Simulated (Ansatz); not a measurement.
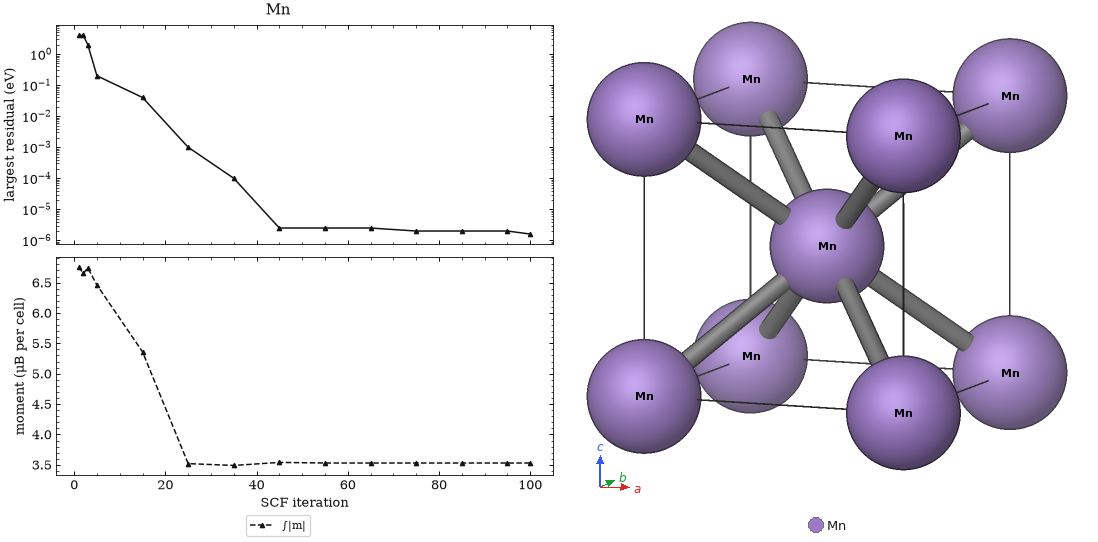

Beside the plot: the structure in its conventional cell.

Convergence history. SCF iterations of a calculation: largest residual, magnetic moments. Mn (Im-3m, 4 atoms in the cell); DFT, LDA, PAW (an earlier, harder data set), plane waves, scalar-relativistic (Ansatz); cutoff 720 eV, 3×3×2 k-mesh, Gaussian smearing of 0.05 eV, non-collinear spins. Setting under test: default search for lower states. Only some iterations were kept.

Not converged after 100 iterations. The residual stalls around 2 × 10⁻⁶ from about step 45 on. The residual starts near 4 and ends near 2 × 10⁻⁶ eV. The integral of |m| goes from 6.8 to 3.5 μB per cell, though in an unconverged run this needn't be final.
